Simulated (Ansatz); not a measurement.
**Geometry relaxation, with input and output: Al2Ru**

System: Al2Ru (I4/mmm, 3 atoms in the cell).
Method: DFT r2SCAN, scalar-relativistic, plane waves, PAW, no spin polarisation (Ansatz 0.2.0).

The structure derives from a Materials Project entry. It belongs to a series of runs on one base structure; here: volume × 1.03, shape and atoms relaxed. Figures and captions count atoms from 1; the log counts them from 0 in places.

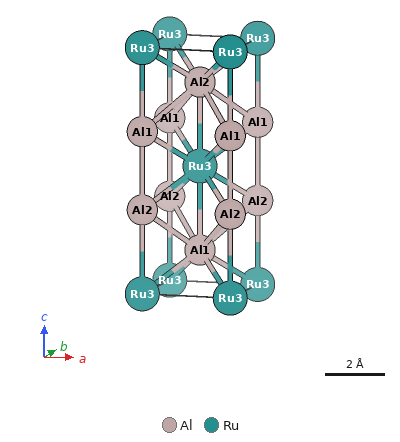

**Figure 1.** The structure as given in the input (ball-and-stick view of the cell 2 times as large as that of the calculation, set on its symmetry axes, seen slightly off an axis; atoms are numbered from 1 in the order of the input).

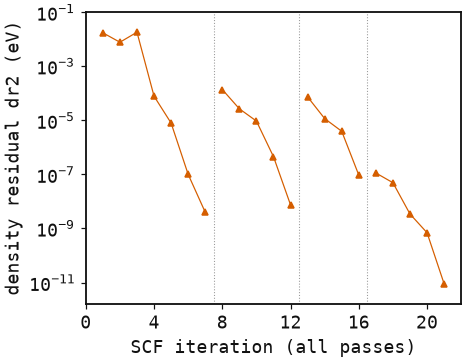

**Figure 2.** Convergence of the self-consistent field: density residual dr2 against the SCF iteration. The dotted lines part the SCF passes of the relaxation: geometry steps, rejected trials and re-solves on a re-selected basis. The passes take 7, 5, 4 and 5 iterations.

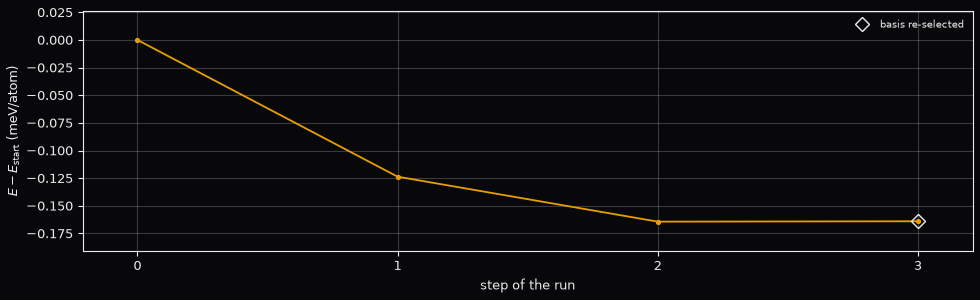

**Figure 3.** Progress of the relaxation, step by step (the first geometry is step 0 here and step 1 in the log). The largest moves relative to the cell, 0.006 Å, are those of Al1 and Al2. Ru stays in place. Distances before and after: Al1–Ru3 2.907 → 2.917 Å, Al1–Al2 2.714 → 2.705 Å. The space group stays I4/mmm (No. 139). After 2 geometry steps the energy has fallen by 0.2 meV per atom. The largest force component goes from 0.094 to 0.00072 eV/Å. The pressure goes from −5.21 to −5.08 GPa. A last SCF at the same geometry on a re-selected plane-wave basis shifts the energy by +0.0 meV per atom. (Atoms are counted from 1 in the order of the input.)

The input and output of the run follow.

## Input
```yaml
crystal:
  lattice:
    - [-1.5763658163, 1.5763658163, 4.2643012784]
    - [1.5763658163, -1.5763658163, 4.2643012784]
    - [1.5763658163, 1.5763658163, -4.2643012784]
  atoms:
    - { symbol: Al, position: [0.6590940354, 0.6590940354, 0.0] }
    - { symbol: Al, position: [0.3409059646, 0.3409059646, 0.0] }
    - { symbol: Ru, position: [0.0, 0.0, 0.0] }
basis:
  ecutwfc: 500
kpoints:
  mp_grid: { grid: [18, 18, 18] }
hamiltonian:
  xc: r2scan
scf:
  occupations: { method: gaussian, width: 0.1 }
output:
  forces: true
  stress: true
  eigenvalues: true
relax:
  adjacent_minimum: "off"
  f_tol: 0.01
  max_steps: 30
  cell: { stress_tol: 0.1, fix: [volume] }
```

Launch command:
```bash
ansatz run input.yaml --threads 1 --pin off --max-ram 2560MiB --backend cpu --events-out ev --progress --plain --runs-dir out
```

## The program's output
```
basis.fft_grid_basis auto: the FFT boxes are laid along the combinations [[1, 0, 1], [0, 1, 1], [0, 0, 1]] of the cell's own vectors, 3.153, 3.153 and 4.812 Å long. The dense box has 24×24×36 points. Along the cell's own vectors, as sized, it would have 36×36×36, 2.25 times as many. Of the 16 symmetry operations that the crystal satisfies within crystal.symmetry.tolerance (time reversal apart; of a slab, those that keep its plane) the dense box along the cell's own vectors carries 16, and the one as laid loses 12 of those. basis.fft_grid_basis: typed keeps the cell's own vectors: state it where this run's energies or levels are differenced outside the engine with another run's, or held beside a run that keeps those vectors.
Engine: ansatz 0.2.0, x86_64-unknown-linux-gnu
Pseudopotentials: kind: paw
Pseudopotential: Al, paw, valence charge 3, recommended cutoff 500 eV (meta_gga), Al.paw.azcp
Pseudopotential: Ru, paw, valence charge 16, recommended cutoff 500 eV (meta_gga), Ru.paw.azcp
Functional definition: r2SCAN
  parameter k0 = 0.174
  parameter k1 = 0.065
  parameter a1 = 4.9479
  exchange = r2scan_x(k0 = k0, k1 = k1, a1 = a1)
  correlation = r2scan_c
Crystal: 3 atoms, lattice volume = 42.386 Å³
Basis set: ecut = 500 eV, 1071 PW (Γ), FFT grids on a1+a3, a2+a3, a3, exchange–correlation on 96×96×144 points (64 copies of the dense FFT grid, shifted against one another)
Bands: 15, of which v1, the nominal top of the filled ones, is band 11 counted from 1 (10 counted from 0)
Symmetry: 16 space group operations
Space group: I4/mmm (ITA 139), of the structure as read, at distance tolerance 3.5e-5 Å
k-points: 480 of 5832
Non-local potential: Al, projectors of the file, l = 0: 2, l = 1: 2, l = 2: 1
Non-local potential: Ru, projectors of the file, l = 0: 3, l = 1: 2, l = 2: 2, l = 3: 1
PAW form: soft (Blöchl's): semilocal exchange-correlation on the pseudo side does not see the compensation charge
PAW frozen core: Al, regenerated for the run's functional (the file was generated under x = pbe(κ = 0.804, μ = 0.2195149727645171), c = pbe(β = 0.06672455060314922))
PAW frozen core: Ru, regenerated for the run's functional (the file was generated under x = pbe(κ = 0.804, μ = 0.2195149727645171), c = pbe(β = 0.06672455060314922))
PAW one-centre angular grid: Al, 302 points (default); XC on 160 Gauss nodes
PAW one-centre angular grid: Ru, 590 points (default); XC on 160 Gauss nodes
Initial density: superposition of atomic densities (neutral atoms: chi_scale 0, normalization atom), corrected by the library's trained network
Initial wavefunctions: pseudopotential atomic-orbital guess
Functional: x = r2scan, c = r2scan; τ floored in thin density (d = 2e-4 eV/Å³)
SCF iter   1: F=—  HF=-6973.732051 eV  |F-HF|=—  |Δ(HF+E_count)|=         —  Δρ=8.49e-3  dr2=1.73e-2  dr2_τ=3.41e-2  ethr=1.77e-3  ⟨swp⟩=5.2  Hψ=39288  notcnv=0
preconditioner: auto → none  [insulator: Δε(μ)=0.114 eV  Ē_g=7.591 eV  σ=0.100 eV  W_gap=0.58  n_scr=10 (ndim 8)  ℏωp=21.3 eV  f_vac=0.000  D(μ)=0.08/eV (n_scr^D=0)  ε∞_Penn≈8.9]
SCF iter   2: F=—  HF=-6973.754497 eV  |F-HF|=—  |Δ(HF+E_count)|=   2.24e-2  Δρ=4.19e-3  dr2=7.75e-3  dr2_τ=5.15e-4  ethr=7.87e-5  ⟨swp⟩=2.0  Hψ=16844  notcnv=0
SCF iter   3: F=—  HF=-6973.756177 eV  |F-HF|=—  |Δ(HF+E_count)|=   1.68e-3  Δρ=5.34e-3  dr2=1.82e-2  dr2_τ=1.29e-3  ethr=3.52e-5  ⟨swp⟩=2.0  Hψ=10615  notcnv=0
SCF iter   4: F=—  HF=-6973.753278 eV  |F-HF|=—  |Δ(HF+E_count)|=   2.90e-3  Δρ=7.04e-4  dr2=7.82e-5  dr2_τ=9.24e-6  ethr=3.52e-5  ⟨swp⟩=2.5  Hψ=11225  notcnv=0
SCF iter   5: F=—  HF=-6973.753276 eV  |F-HF|=—  |Δ(HF+E_count)|=   1.80e-6  Δρ=2.39e-4  dr2=7.92e-6  dr2_τ=7.45e-7  ethr=3.56e-7  ⟨swp⟩=2.5  Hψ=12361  notcnv=0
SCF iter   6: F=—  HF=-6973.753280 eV  |F-HF|=—  |Δ(HF+E_count)|=   3.75e-6  Δρ=2.48e-5  dr2=1.00e-7  dr2_τ=1.35e-8  ethr=3.60e-8  ⟨swp⟩=2.4  Hψ=12217  notcnv=0
SCF iter   7: F=-6973.753280 eV  HF=-6973.753280 eV  |F-HF|=2.32e-10  |Δ(HF+E_count)|=   7.30e-8  Δρ=3.65e-6  dr2=3.98e-9  dr2_τ=8.26e-10  ethr=4.55e-10  ⟨swp⟩=4.6  Hψ=29585  notcnv=0
SCF 1 converged in 7 iterations: F = -6973.753280 eV  dr2 = 3.98e-9
  greatest PAW one-centre occupation: 0.997 electrons in one spin orbital (limit 2), on the Ru atom at site 2 (counted from 0), in its partial waves of l = 1
relax step   1: F+E_penalty+E_count = -6973.75327974 eV  Δ(F+E_penalty+E_count) = +0.000e0 eV  max|allowed force component| = 9.378e-2 eV/Å  Δτ_max = 0.0000 Å  P = -5.209 GPa  Ω = 42.386 Å³  fix = [volume]  reactions: volume -5.209 GPa  (7 SCF iters, dr2 threshold 1.00e-7 eV, accepted)
Initial density: handed on by an earlier stage of this run
Initial wavefunctions: those handed on with the density
iter 1 solved again at ethr=6.28e-7 eV; its pass at ethr=3.10e-3 eV (dr2=1.38e-4 eV) is discarded
SCF iter   1: F=—  HF=-6973.753659 eV  |F-HF|=—  |Δ(HF+E_count)|=         —  Δρ=4.64e-4  dr2=1.38e-4  dr2_τ=2.80e-5  ethr=6.28e-7  ⟨swp⟩=2.5  Hψ=40978  notcnv=0
preconditioner: auto → Kerker (q_TF=auto, 2.446 Å⁻¹)  [metal: Δε(μ)=0.041 eV  Ē_g=7.600 eV  σ=0.100 eV  W_gap=0.23  n_scr=10 (ndim 8)  ℏωp=21.3 eV  f_vac=0.000  D(μ)=0.13/eV (n_scr^D=0)]
SCF iter   2: F=—  HF=-6973.753658 eV  |F-HF|=—  |Δ(HF+E_count)|=   8.13e-7  Δρ=2.25e-4  dr2=2.67e-5  dr2_τ=2.46e-6  ethr=6.28e-7  ⟨swp⟩=1.3  Hψ=8001  notcnv=0
SCF iter   3: F=—  HF=-6973.753654 eV  |F-HF|=—  |Δ(HF+E_count)|=   4.26e-6  Δρ=9.23e-5  dr2=9.40e-6  dr2_τ=4.41e-7  ethr=1.21e-7  ⟨swp⟩=1.7  Hψ=9300  notcnv=0
SCF iter   4: F=—  HF=-6973.753651 eV  |F-HF|=—  |Δ(HF+E_count)|=   2.20e-6  Δρ=2.79e-5  dr2=4.53e-7  dr2_τ=5.68e-9  ethr=4.27e-8  ⟨swp⟩=2.1  Hψ=9987  notcnv=0
SCF iter   5: F=-6973.753651 eV  HF=-6973.753651 eV  |F-HF|=2.27e-9  |Δ(HF+E_count)|=   1.29e-7  Δρ=5.42e-6  dr2=7.44e-9  dr2_τ=8.68e-10  ethr=1.36e-9  ⟨swp⟩=4.7  Hψ=28039  notcnv=0
SCF 2 converged in 5 iterations: F = -6973.753651 eV  dr2 = 7.44e-9
relax step   2: F+E_penalty+E_count = -6973.75365123 eV  Δ(F+E_penalty+E_count) = -3.715e-4 eV  max|allowed force component| = 2.543e-2 eV/Å  Δτ_max = 0.0058 Å  P = -5.065 GPa  Ω = 42.386 Å³  energy of the carried Pulay correction = +1.809e-16 eV  fix = [volume]  reactions: volume -5.065 GPa  (5 SCF iters, dr2 threshold 3.00e-7 eV, accepted)
iter 1 solved again at ethr=2.83e-7 eV; its pass at ethr=3.10e-3 eV (dr2=6.22e-5 eV) is discarded
SCF iter   1: F=—  HF=-6973.753677 eV  |F-HF|=—  |Δ(HF+E_count)|=         —  Δρ=3.49e-4  dr2=7.35e-5  dr2_τ=1.46e-4  ethr=2.83e-7  ⟨swp⟩=2.0  Hψ=41477  notcnv=0
preconditioner: auto → Kerker (q_TF=auto, 2.446 Å⁻¹)  [metal: Δε(μ)=0.045 eV  Ē_g=7.597 eV  σ=0.100 eV  W_gap=0.25  n_scr=10 (ndim 8)  ℏωp=21.3 eV  f_vac=0.000  D(μ)=0.13/eV (n_scr^D=0)]
SCF iter   2: F=—  HF=-6973.753776 eV  |F-HF|=—  |Δ(HF+E_count)|=   9.89e-5  Δρ=1.47e-4  dr2=1.16e-5  dr2_τ=1.28e-6  ethr=2.83e-7  ⟨swp⟩=2.0  Hψ=10975  notcnv=0
SCF iter   3: F=—  HF=-6973.753774 eV  |F-HF|=—  |Δ(HF+E_count)|=   2.11e-6  Δρ=6.70e-5  dr2=3.93e-6  dr2_τ=8.82e-8  ethr=5.28e-8  ⟨swp⟩=1.0  Hψ=7200  notcnv=0
SCF iter   4: F=-6973.753773 eV  HF=-6973.753773 eV  |F-HF|=5.32e-8  |Δ(HF+E_count)|=   1.06e-6  Δρ=1.36e-5  dr2=9.42e-8  dr2_τ=4.05e-9  ethr=1.36e-9  ⟨swp⟩=3.1  Hψ=29377  notcnv=0
SCF 3 converged in 4 iterations: F = -6973.753773 eV  dr2 = 9.42e-8
relax step   3: F+E_penalty+E_count = -6973.75377256 eV  Δ(F+E_penalty+E_count) = -1.213e-4 eV  max|allowed force component| = 5.819e-4 eV/Å  Δτ_max = 0.0000 Å  P = -5.080 GPa  Ω = 42.386 Å³  energy of the carried Pulay correction = -5.900e-18 eV  fix = [volume]  reactions: volume -5.080 GPa  (4 SCF iters, dr2 threshold 3.00e-7 eV, accepted)
Initial wavefunctions: pseudopotential atomic-orbital guess (no wavefunctions were taken with the density)
iter 1 solved again at ethr=6.65e-8 eV; its pass at ethr=3.10e-3 eV (dr2=1.46e-5 eV) is discarded
SCF iter   1: F=—  HF=-6973.753771 eV  |F-HF|=—  |Δ(HF+E_count)|=         —  Δρ=4.86e-5  dr2=1.13e-7  dr2_τ=3.27e-9  ethr=6.65e-8  ⟨swp⟩=3.1  Hψ=58184  notcnv=0
preconditioner: auto → Kerker (q_TF=auto, 2.446 Å⁻¹)  [metal: Δε(μ)=0.052 eV  Ē_g=7.596 eV  σ=0.100 eV  W_gap=0.29  n_scr=10 (ndim 8)  ℏωp=21.3 eV  f_vac=0.000  D(μ)=0.12/eV (n_scr^D=0)]
SCF iter   2: F=—  HF=-6973.753772 eV  |F-HF|=—  |Δ(HF+E_count)|=   1.37e-6  Δρ=2.48e-5  dr2=4.92e-8  dr2_τ=5.81e-8  ethr=5.15e-10  ⟨swp⟩=2.4  Hψ=11361  notcnv=0
SCF iter   3: F=—  HF=-6973.753772 eV  |F-HF|=—  |Δ(HF+E_count)|=   4.91e-7  Δρ=3.34e-6  dr2=3.43e-9  dr2_τ=1.01e-9  ethr=2.24e-10  ⟨swp⟩=2.0  Hψ=10244  notcnv=0
SCF iter   4: F=—  HF=-6973.753772 eV  |F-HF|=—  |Δ(HF+E_count)|=   1.29e-9  Δρ=1.93e-6  dr2=6.95e-10  dr2_τ=3.83e-10  ethr=1.56e-11  ⟨swp⟩=2.3  Hψ=11050  notcnv=0
SCF iter   5: F=-6973.753772 eV  HF=-6973.753772 eV  |F-HF|=1.16e-10  |Δ(HF+E_count)|=   2.53e-9  Δρ=3.75e-7  dr2=9.00e-12  dr2_τ=1.35e-11  ethr=1.00e-12  ⟨swp⟩=2.8  Hψ=27884  notcnv=0
SCF 4 converged in 5 iterations: F = -6973.753772 eV  dr2 = 9.00e-12
relax step   4: F+E_penalty+E_count = -6973.75377249 eV  Δ(F+E_penalty+E_count) = +7.391e-8 eV  max|allowed force component| = 7.151e-4 eV/Å  Δτ_max = 0.0000 Å  P = -5.080 GPa  Ω = 42.386 Å³  fix = [volume]  reactions: volume -5.080 GPa  stress off target by 3.35e-2 GPa on what of the cell is left free  SCF on the basis re-selected at this cell (its energy is not comparable with the rows above)  (5 SCF iters)
basis re-selected at this cell: Δ(F+E_penalty+E_count) = +7.391e-8 eV, ΔP = -0.000 GPa vs the last step (what re-selecting the basis moved, of the pressure what is left beyond the Pulay correction that the steps carried, after the strain that the cell walked since its last selection, with what the two solves' SCF thresholds leave and, on support functions, any second-order correction that the steps lacked; it is no measure of the basis error at this ecutwfc). This SCF's stress stands 3.35e-2 GPa from its target on what of the cell is left free (relax.cell.stress_tol is 1.00e-1 GPa) and its largest allowed force component is 7.15e-4 eV/Å (relax.f_tol is 1.00e-2 eV/Å): within both
SCF converged after 5 iterations
Free energy (F): -6973.753772 eV
Harris-Foulkes:  -6973.753772 eV  (|F-HF|=1.16e-10)
Internal energy: -6973.753172 eV  (E = F + TS)
E sigma→0 (E₀):  -6973.753472 eV
Entropy (-TS):   -0.000600 eV (-0.200 meV/atom)
Fermi energy:    13.615631 eV
--- Per-component energies (eV) ---
  E_band       = -170.853783
  E_kinetic    = 564.680437
  E_local      = -2171.889970  (includes V_loc(G=0)·N_el)
  E_nonlocal   = 362.093059
  E_hartree    = 810.573109
  E_xc         = -259.780638
  E_vxc        = -332.608210  (∫ρ·V_xc dr)
  E_paw        = -4425.780702  (= ΣΔE_a)
  E_vpaw       = -236.004049  (= ΣTr[D̂ρ^β])
  E_aug_tail   = 0.000086  (compensation charges beyond the density's cutoff)
  E_vtau       = 21.728715  (kinetic-family band-sum trace: ∫τ·v_τ [+ j·A + Jᵃ·Aᵃ] dr)
  E_ewald      = -1853.217383
  E_core_change = -0.431172  (= ΣΔE_core)
  E_smearing   = -0.000600  (= −TS)
  E_closure    = -0.000000  (closes the sum)
  Σ components = -6973.753772   (vs F -6973.753772, Δ=0.00e0)
--- Forces (eV/Å), atoms counted from 1 ---
  atom   1  Al     0.00000000     0.00000000     0.00071508
  atom   2  Al     0.00000000     0.00000000    -0.00071508
  atom   3  Ru    -0.00000000     0.00000000     0.00000000
  max |Σ_I F_I| component: 3.47e-17 eV/Å
--- Stress (GPa, compression-positive) ---
       -5.063091       0.000000       0.000000
        0.000000      -5.063091       0.000000
        0.000000       0.000000      -5.113336
  P = ⅓ Tr σ = -5.0798 GPa (-50.798 kbar)
--- Band table (eV; the first three rows and the last of 480) ---
  k-point 0: bands = ["-61.2147", "-30.4519", "-30.4519", "-30.3668", "2.2309", "7.9829", "9.7927", "11.4678", "11.4678", "11.4950", "12.4476", "15.9878", "18.4096", "19.8923", "19.8923"]
  k-point 1: bands = ["-61.2142", "-30.4556", "-30.4554", "-30.3660", "2.3362", "8.0747", "9.8351", "10.9199", "11.3297", "12.1217", "12.3170", "15.9671", "17.9715", "19.3699", "19.7055"]
  k-point 2: bands = ["-61.2127", "-30.4664", "-30.4653", "-30.3637", "2.6485", "8.3376", "9.9637", "10.4625", "10.9556", "11.9440", "12.7916", "15.9240", "17.3503", "18.3776", "19.3341"]
  k-point 479: bands = ["-61.2147", "-30.4520", "-30.4520", "-30.3691", "4.1268", "4.7976", "9.6198", "10.9439", "11.8942", "11.8942", "12.4715", "16.8912", "16.8912", "20.0720", "20.2836"]
--- Relaxed structure (3 steps of the walk, 3 accepted, 1 SCFs on fresh bases) ---
  F+E_penalty+E_count = -6973.75377249 eV   max|allowed force component| = 7.151e-4 eV/Å   (the final SCF, on the basis selected at the relaxed cell)
  cell:  # Å, volume = 42.3859 Å³
    - [-1.5754124530965214, 1.5754124530965214, 4.269463936622332]
    - [1.5754124530965214, -1.5754124530965214, 4.269463936622332]
    - [1.5754124530965214, 1.5754124530965214, -4.269463936622332]
  atoms:
    - { symbol: Al, position: [0.658411745448583, 0.658411745448583, -7.925483946465922e-36] }
    - { symbol: Al, position: [0.3415882545514169, 0.3415882545514169, -4.1344896256154335e-36] }
    - { symbol: Ru, position: [1.6844118001464303e-19, 1.6844118001464303e-19, 4.613390903233848e-36] }
```

## Trajectory as extended XYZ (Å, eV, eV/Å), 4 frames, from step=1 to step=4
```
3
Lattice="-1.5764 1.5764 4.2643 1.5764 -1.5764 4.2643 1.5764 1.5764 -4.2643" Properties=species:S:1:pos:R:3:forces:R:3 step=1 energy=-6973.75328 pressure_GPa=-5.21
Al    0.0000    0.0000    5.6212    0.0000   0.0000  -0.0938
Al    0.0000    0.0000    2.9075    0.0000   0.0000   0.0938
Ru    0.0000    0.0000    0.0000    0.0000   0.0000   0.0000
3
Lattice="-1.5769 1.5769 4.2616 1.5769 -1.5769 4.2616 1.5769 1.5769 -4.2616" Properties=species:S:1:pos:R:3:forces:R:3 step=2 energy=-6973.75365 pressure_GPa=-5.07
Al    0.0000    0.0000    5.6118    0.0000   0.0000   0.0254
Al    0.0000    0.0000    2.9114    0.0000   0.0000  -0.0254
Ru    0.0000    0.0000    0.0000    0.0000   0.0000   0.0000
3
Lattice="-1.5754 1.5754 4.2695 1.5754 -1.5754 4.2695 1.5754 1.5754 -4.2695" Properties=species:S:1:pos:R:3:forces:R:3 step=3 energy=-6973.75377 pressure_GPa=-5.08
Al    0.0000    0.0000    5.6221    0.0000   0.0000   0.0006
Al    0.0000    0.0000    2.9168    0.0000   0.0000  -0.0006
Ru    0.0000    0.0000    0.0000    0.0000   0.0000   0.0000
3
Lattice="-1.5754 1.5754 4.2695 1.5754 -1.5754 4.2695 1.5754 1.5754 -4.2695" Properties=species:S:1:pos:R:3:forces:R:3 step=4 energy=-6973.75377 pressure_GPa=-5.08
Al    0.0000    0.0000    5.6221    0.0000   0.0000   0.0007
Al    0.0000    0.0000    2.9168    0.0000   0.0000  -0.0007
Ru    0.0000    0.0000    0.0000    0.0000   0.0000   0.0000
```

## Results in brief

| quantity | value |
| --- | --- |
| outcome | converged |
| space group (tolerance 0.01 Å) | I4/mmm (139) |
| electrons treated | 22 |
| free energy | −6973.7538 eV |
| Fermi energy | 13.616 eV |
| gap on the k-point mesh | none (metallic) |
| pressure | −5.08 GPa |
| final volume | 42.39 Å³ |
| largest force (length of the vector) at the end | 0.001 eV/Å |
| final cell | a = 4.816 Å, b = 4.816 Å, c = 4.816 Å, α = 141.81°, β = 141.81°, γ = 55.11° |
| hardware | 1 thread of Intel Xeon (Granite Rapids), 192 GiB of memory available, shared host |
| wall time | 66 s |
| peak memory | 0.74 GiB |

The cell is under a tension of 5.1 GPa at this level, so it is not at its equilibrium volume.
